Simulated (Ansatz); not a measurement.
## Run report: BaTiO3, geometry relaxation (part 1 of 3)

- system: BaTiO3 (10 atoms in the cell)
- method: DFT with r2SCAN, PAW plane waves, spin-polarised (Ansatz 0.2.0)

The structure derives from an entry of the Crystallography Open Database. Figures and captions count atoms from 1; the log counts them from 0 in places.

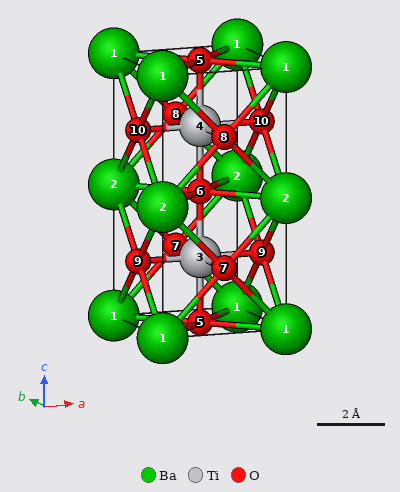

Fig. 1: The structure as given in the input (ball-and-stick view of the cell of the calculation, seen slightly off an axis; atoms are numbered from 1 in the order of the input).

## Input file
```yaml
crystal:
  lattice:
    - [3.99146053, 0.0, 0.0]
    - [0.0, 3.99146053, 0.0]
    - [0.0, 0.0, 8.01924517]
  atoms:
    - { symbol: Ba, position: [0.0, 0.0, 0.0] }
    - { symbol: Ba, position: [0.0, 0.0, 0.5] }
    - { symbol: Ti, position: [0.5, 0.5, 0.25] }
    - { symbol: Ti, position: [0.5, 0.5, 0.75] }
    - { symbol: O, position: [0.5, 0.5, 0.0] }
    - { symbol: O, position: [0.5, 0.5, 0.5] }
    - { symbol: O, position: [0.5, 0.0, 0.25] }
    - { symbol: O, position: [0.5, 0.0, 0.75] }
    - { symbol: O, position: [0.0, 0.5, 0.25] }
    - { symbol: O, position: [0.0, 0.5, 0.75] }
kpoints:
  mp_grid: { grid: [6, 6, 3], shift: [0, 0, 0] }
magnetization:
  spin_polarized: true
scf:
  occupations: { method: fermi_dirac }
  lower_state_search: "off"
hamiltonian:
  pseudopotentials: { kind: paw }
  xc: r2scan
basis:
  ecutwfc: 500
  fft_grid_basis: typed
relax:
  max_steps: 60
  cell: { p_target: 5.0 }
  f_tol: 0.03
output:
  forces: true
  stress: true
  eigenvalues: true
  bader: true
  populations: true
  elf: true
  write_potential: true
  volumetric_format: npy
  dos:
    e_range: [-12, 8]
    de: 0.05
    projected: { site_lists: { Ba: [Ba], O: [O], Ti: [Ti] } }
  write_density: true
checkpoint:
  read: saved_state
```

Hardware: 2 threads of Arm Neoverse V1, 24 GiB of memory available, shared host.

Launched with:
```bash
ansatz run input.yaml --threads 2 --pin off --max-ram 4096MiB --backend cpu --events-out ev --progress --plain --runs-dir out
```

## Log
```
band count auto-derived: 52 (N_el = 80.0; filled up to band 40; 50 by the electrons, moments and atoms)
Engine: ansatz 0.2.0, aarch64-unknown-linux-gnu
Pseudopotentials: kind: paw
Pseudopotential: Ba, paw, valence charge 10, recommended cutoff 500 eV (meta_gga), Ba.paw.azcp
Pseudopotential: Ti, paw, valence charge 12, recommended cutoff 500 eV (meta_gga), Ti.paw.azcp
Pseudopotential: O, paw, valence charge 6, recommended cutoff 500 eV (meta_gga), O.paw.azcp
Functional definition: r2SCAN
  parameter k0 = 0.174
  parameter k1 = 0.065
  parameter a1 = 4.9479
  exchange = r2scan_x(k0 = k0, k1 = k1, a1 = a1)
  correlation = r2scan_c
Crystal: 10 atoms, lattice volume = 127.761 Å³
Basis set: ecut = 500 eV, 3237 PW (Γ), exchange–correlation on 120×120×240 points (64 copies of the dense FFT grid, shifted against one another)
Bands: 52, of which v1, the nominal top of the filled ones, is band 40 counted from 1 (39 counted from 0)
Symmetry: 32 space group operations
Space group: P4/mmm (ITA 123), of the structure as read, at distance tolerance 5.0e-5 Å
k-points: 20 of 108
Non-local potential: Ba, projectors of the file, l = 0: 3, l = 1: 2, l = 2: 2, l = 3: 2
Non-local potential: Ti, projectors of the file, l = 0: 3, l = 1: 2, l = 2: 3, l = 3: 1
Non-local potential: O, projectors of the file, l = 0: 2, l = 1: 2, l = 2: 1
PAW form: soft (Blöchl's): semilocal exchange-correlation on the pseudo side does not see the compensation charge
PAW frozen core: Ba, regenerated for the run's functional (the file was generated under x = pbe(κ = 0.804, μ = 0.2195149727645171), c = pbe(β = 0.06672455060314922))
PAW frozen core: Ti, regenerated for the run's functional (the file was generated under x = pbe(κ = 0.804, μ = 0.2195149727645171), c = pbe(β = 0.06672455060314922))
PAW frozen core: O, regenerated for the run's functional (the file was generated under x = pbe(κ = 0.804, μ = 0.2195149727645171), c = pbe(β = 0.06672455060314922))
PAW one-centre angular grid: Ba, 302 points (default); XC on 160 Gauss nodes
PAW one-centre angular grid: Ti, 590 points (default); XC on 160 Gauss nodes
PAW one-centre angular grid: O, 302 points (default); XC on 160 Gauss nodes
Initial density: read from a saved state, or passed on in memory by an earlier SCF of this step, an earlier step, the calling program or the single point that the run made first
Initial wavefunctions: pseudopotential atomic-orbital guess
Functional: x = r2scan, c = r2scan; τ floored in thin density (d = 2e-4 eV/Å³)
iter 1 solved again at ethr=2.32e-6 eV; its pass at ethr=3.10e-3 eV (dr2=1.86e-3 eV) is discarded
SCF iter   1: F=-20367.583927 eV  HF=-20367.562239 eV  |F-HF|=2.17e-2  |Δ(HF+E_count)|=         —  Δρ=1.92e-3 (↑1.92e-3 ↓1.92e-3)  dr2=1.54e-3  dr2_τ=1.32e-3  dr2_m=0.00e0  M=0.000 μB ∫|m|=0.000 μB  β_m=0.30  ethr=2.32e-6  ⟨swp⟩=2.0  Hψ=6391  notcnv=0
preconditioner: auto → Resta (q_TF=auto, 2.524 Å⁻¹)  ε∞=5.1  [insulator: Δε(μ)=2.148 eV  Ē_g=13.020 eV  σ=0.100 eV  W_gap=1.00  n_scr=38 (ndim 8)  ℏωp=26.3 eV  f_vac=0.000  D(μ)=0.00/eV (n_scr^D=0)  ε∞_Penn≈5.1]
spin=Collinear: Resta preconditioning applied to the charge; magnetization (m = ρ↑ − ρ↓) channel mixes plain (no charge-response kernel on spin).
SCF iter   2: F=-20367.584728 eV  HF=-20367.579182 eV  |F-HF|=5.55e-3  |Δ(HF+E_count)|=   1.69e-2  Δρ=1.38e-3 (↑1.38e-3 ↓1.38e-3)  dr2=7.26e-4  dr2_τ=4.32e-4  dr2_m=0.00e0  M=0.000 μB ∫|m|=0.000 μB  β_m=0.63  ethr=1.92e-6  ⟨swp⟩=2.0  Hψ=1920  notcnv=0
SCF iter   3: F=-20367.585029 eV  HF=-20367.584991 eV  |F-HF|=3.78e-5  |Δ(HF+E_count)|=   5.81e-3  Δρ=1.30e-4 (↑1.30e-4 ↓1.30e-4)  dr2=2.87e-5  dr2_τ=6.73e-6  dr2_m=0.00e0  M=0.000 μB ∫|m|=0.000 μB  β_m=0.67  ethr=9.07e-7  ⟨swp⟩=2.0  Hψ=1920  notcnv=0
SCF iter   4: F=-20367.585032 eV  HF=-20367.585034 eV  |F-HF|=2.25e-6  |Δ(HF+E_count)|=   4.31e-5  Δρ=6.34e-5 (↑6.34e-5 ↓6.34e-5)  dr2=1.11e-5  dr2_τ=9.01e-7  dr2_m=0.00e0  M=0.000 μB ∫|m|=0.000 μB  β_m=0.61  ethr=3.59e-8  ⟨swp⟩=2.0  Hψ=1782  notcnv=0
SCF iter   5: F=-20367.585037 eV  HF=-20367.585039 eV  |F-HF|=1.88e-6  |Δ(HF+E_count)|=   5.09e-6  Δρ=2.53e-5 (↑2.53e-5 ↓2.53e-5)  dr2=2.98e-6  dr2_τ=8.88e-8  dr2_m=0.00e0  M=0.000 μB ∫|m|=0.000 μB  β_m=0.72  ethr=1.39e-8  ⟨swp⟩=2.0  Hψ=1796  notcnv=0
SCF iter   6: F=-20367.585039 eV  HF=-20367.585039 eV  |F-HF|=1.48e-8  |Δ(HF+E_count)|=   3.44e-8  Δρ=5.22e-6 (↑5.22e-6 ↓5.22e-6)  dr2=1.09e-7  dr2_τ=5.54e-9  dr2_m=0.00e0  M=0.000 μB ∫|m|=0.000 μB  β_m=0.74  ethr=3.72e-9  ⟨swp⟩=2.3  Hψ=1728  notcnv=0
SCF iter   7: F=-20367.585039 eV  HF=-20367.585039 eV  |F-HF|=3.01e-8  |Δ(HF+E_count)|=   3.15e-8  Δρ=3.21e-6 (↑3.21e-6 ↓3.21e-6)  dr2=5.10e-8  dr2_τ=1.14e-9  dr2_m=0.00e0  M=0.000 μB ∫|m|=0.000 μB  ethr=1.25e-10  ⟨swp⟩=8.1  Hψ=5513  notcnv=0
SCF 1 converged in 7 iterations: F = -20367.585039 eV  dr2 = 5.10e-8
  greatest PAW one-centre occupation: 0.999 electrons in one spin orbital (limit 2), on the Ti atom at site 3 (counted from 0), in its partial waves of l = 0
relax step   1: F+E_penalty+E_count = -20367.58503930 eV  Δ(F+E_penalty+E_count) = +0.000e0 eV  max|allowed force component| = 2.540e-28 eV/Å  Δτ_max = 0.0000 Å  P = -0.462 GPa  Ω = 127.761 Å³  (7 SCF iters, dr2 threshold 1.00e-7 eV, accepted)
Crystal: 10 atoms, lattice volume = 123.472 Å³
Basis set: ecut = 500 eV, 3101 PW (Γ), exchange–correlation on 120×120×240 points (64 copies of the dense FFT grid, shifted against one another)
Initial density: handed on by an earlier stage of this run
Initial wavefunctions: those handed on with the density
iter 1 solved again at ethr=1.66e-5 eV; its pass at ethr=3.10e-3 eV (dr2=1.33e-2 eV) is discarded
SCF iter   1: F=-20367.506051 eV  HF=-20367.448607 eV  |F-HF|=5.74e-2  |Δ(HF+E_count)|=         —  Δρ=1.87e-3 (↑1.87e-3 ↓1.87e-3)  dr2=1.34e-2  dr2_τ=1.64e-2  dr2_m=0.00e0  M=0.000 μB ∫|m|=0.000 μB  β_m=0.30  ethr=1.66e-5  ⟨swp⟩=1.5  Hψ=4531  notcnv=0
preconditioner: auto → Resta (q_TF=auto, 2.538 Å⁻¹)  ε∞=5.0  [insulator: Δε(μ)=2.291 eV  Ē_g=13.298 eV  σ=0.100 eV  W_gap=1.00  n_scr=38 (ndim 8)  ℏωp=26.7 eV  f_vac=0.000  D(μ)=0.00/eV (n_scr^D=0)  ε∞_Penn≈5.0]
spin=Collinear: Resta preconditioning applied to the charge; magnetization (m = ρ↑ − ρ↓) channel mixes plain (no charge-response kernel on spin).
SCF iter   2: F=-20367.513242 eV  HF=-20367.514734 eV  |F-HF|=1.49e-3  |Δ(HF+E_count)|=   6.61e-2  Δρ=9.74e-4 (↑9.74e-4 ↓9.74e-4)  dr2=3.53e-3  dr2_τ=5.48e-5  dr2_m=0.00e0  M=0.000 μB ∫|m|=0.000 μB  β_m=0.44  ethr=1.66e-5  ⟨swp⟩=2.0  Hψ=2160  notcnv=0
SCF iter   3: F=-20367.514490 eV  HF=-20367.514634 eV  |F-HF|=1.44e-4  |Δ(HF+E_count)|=   9.96e-5  Δρ=3.99e-4 (↑3.99e-4 ↓3.99e-4)  dr2=5.09e-4  dr2_τ=1.54e-5  dr2_m=0.00e0  M=0.000 μB ∫|m|=0.000 μB  β_m=0.62  ethr=4.41e-6  ⟨swp⟩=2.0  Hψ=1687  notcnv=0
SCF iter   4: F=-20367.514540 eV  HF=-20367.514734 eV  |F-HF|=1.95e-4  |Δ(HF+E_count)|=   1.00e-4  Δρ=2.62e-4 (↑2.62e-4 ↓2.62e-4)  dr2=3.31e-4  dr2_τ=6.13e-6  dr2_m=0.00e0  M=0.000 μB ∫|m|=0.000 μB  β_m=0.62  ethr=6.37e-7  ⟨swp⟩=2.1  Hψ=1645  notcnv=0
SCF iter   5: F=-20367.514700 eV  HF=-20367.514712 eV  |F-HF|=1.17e-5  |Δ(HF+E_count)|=   2.23e-5  Δρ=8.04e-5 (↑8.04e-5 ↓8.04e-5)  dr2=3.04e-5  dr2_τ=3.05e-7  dr2_m=0.00e0  M=0.000 μB ∫|m|=0.000 μB  β_m=0.71  ethr=4.13e-7  ⟨swp⟩=2.5  Hψ=1522  notcnv=0
SCF iter   6: F=-20367.514711 eV  HF=-20367.514713 eV  |F-HF|=1.90e-6  |Δ(HF+E_count)|=   1.02e-6  Δρ=2.73e-5 (↑2.73e-5 ↓2.73e-5)  dr2=3.31e-6  dr2_τ=8.09e-8  dr2_m=0.00e0  M=0.000 μB ∫|m|=0.000 μB  β_m=0.63  ethr=3.80e-8  ⟨swp⟩=2.0  Hψ=1369  notcnv=0
SCF iter   7: F=-20367.514713 eV  HF=-20367.514713 eV  |F-HF|=4.70e-7  |Δ(HF+E_count)|=   1.53e-7  Δρ=1.11e-5 (↑1.11e-5 ↓1.11e-5)  dr2=7.00e-7  dr2_τ=7.68e-9  dr2_m=0.00e0  M=0.000 μB ∫|m|=0.000 μB  ethr=1.25e-9  ⟨swp⟩=9.3  Hψ=6536  notcnv=0
SCF 2 converged in 7 iterations: F = -20367.514713 eV  dr2 = 7.00e-7
  greatest PAW one-centre occupation: 1.000 electrons in one spin orbital (limit 2), on the Ti atom at site 3 (counted from 0), in its partial waves of l = 0
relax step   2: F+E_penalty+E_count = -20367.51471257 eV  Δ(F+E_penalty+E_count) = +7.033e-2 eV  max|allowed force component| = 2.363e-29 eV/Å  Δτ_max = 0.0000 Å  P = +6.109 GPa  Ω = 123.472 Å³  energy of the carried Pulay correction = +1.690e-3 eV  (7 SCF iters, dr2 threshold 1.00e-6 eV, accepted)
Crystal: 10 atoms, lattice volume = 124.164 Å³
Basis set: ecut = 500 eV, 3117 PW (Γ), exchange–correlation on 120×120×240 points (64 copies of the dense FFT grid, shifted against one another)
iter 1 solved again at ethr=4.93e-7 eV; its pass at ethr=3.10e-3 eV (dr2=3.94e-4 eV) is discarded
SCF iter   1: F=-20367.538254 eV  HF=-20367.536616 eV  |F-HF|=1.64e-3  |Δ(HF+E_count)|=         —  Δρ=3.10e-4 (↑3.10e-4 ↓3.10e-4)  dr2=3.68e-4  dr2_τ=4.58e-4  dr2_m=0.00e0  M=0.000 μB ∫|m|=0.000 μB  β_m=0.30  ethr=4.93e-7  ⟨swp⟩=2.0  Hψ=4394  notcnv=0
preconditioner: auto → Resta (q_TF=auto, 2.536 Å⁻¹)  ε∞=5.1  [insulator: Δε(μ)=2.227 eV  Ē_g=13.214 eV  σ=0.100 eV  W_gap=1.00  n_scr=38 (ndim 8)  ℏωp=26.7 eV  f_vac=0.000  D(μ)=0.00/eV (n_scr^D=0)  ε∞_Penn≈5.1]
spin=Collinear: Resta preconditioning applied to the charge; magnetization (m = ρ↑ − ρ↓) channel mixes plain (no charge-response kernel on spin).
SCF iter   2: F=-20367.538440 eV  HF=-20367.538485 eV  |F-HF|=4.50e-5  |Δ(HF+E_count)|=   1.87e-3  Δρ=1.66e-4 (↑1.66e-4 ↓1.66e-4)  dr2=1.02e-4  dr2_τ=1.54e-6  dr2_m=0.00e0  M=0.000 μB ∫|m|=0.000 μB  β_m=0.45  ethr=4.60e-7  ⟨swp⟩=2.0  Hψ=1822  notcnv=0
SCF iter   3: F=-20367.538475 eV  HF=-20367.538479 eV  |F-HF|=3.98e-6  |Δ(HF+E_count)|=   5.56e-6  Δρ=6.53e-5 (↑6.53e-5 ↓6.53e-5)  dr2=1.41e-5  dr2_τ=4.10e-7  dr2_m=0.00e0  M=0.000 μB ∫|m|=0.000 μB  β_m=0.60  ethr=1.28e-7  ⟨swp⟩=2.0  Hψ=1623  notcnv=0
SCF iter   4: F=-20367.538478 eV  HF=-20367.538482 eV  |F-HF|=4.21e-6  |Δ(HF+E_count)|=   2.58e-6  Δρ=4.11e-5 (↑4.11e-5 ↓4.11e-5)  dr2=7.66e-6  dr2_τ=1.55e-7  dr2_m=0.00e0  M=0.000 μB ∫|m|=0.000 μB  β_m=0.62  ethr=1.76e-8  ⟨swp⟩=2.0  Hψ=1536  notcnv=0
SCF iter   5: F=-20367.538481 eV  HF=-20367.538481 eV  |F-HF|=1.09e-7  |Δ(HF+E_count)|=   5.95e-7  Δρ=9.86e-6 (↑9.86e-6 ↓9.86e-6)  dr2=4.54e-7  dr2_τ=9.47e-9  dr2_m=0.00e0  M=0.000 μB ∫|m|=0.000 μB  ethr=1.25e-9  ⟨swp⟩=7.0  Hψ=6345  notcnv=0
the search or the solves at the SCF's close seem to have found levels that the self-consistency loop had missed (the run counts 2). By its estimate they hold under 1e-12 electrons; where the run keeps them, the occupations were computed again with them
SCF 3 converged in 5 iterations: F = -20367.538481 eV  dr2 = 4.54e-7
relax step   3: F+E_penalty+E_count = -20367.53848111 eV  Δ(F+E_penalty+E_count) = -2.377e-2 eV  max|allowed force component| = 6.232e-29 eV/Å  Δτ_max = 0.0000 Å  P = +4.965 GPa  Ω = 124.164 Å³  energy of the carried Pulay correction = +1.414e-3 eV  (5 SCF iters, dr2 threshold 1.00e-6 eV, accepted)
Crystal: 10 atoms, lattice volume = 124.152 Å³
iter 1 solved again at ethr=7.98e-9 eV; its pass at ethr=3.10e-3 eV (dr2=6.38e-6 eV) is discarded
```
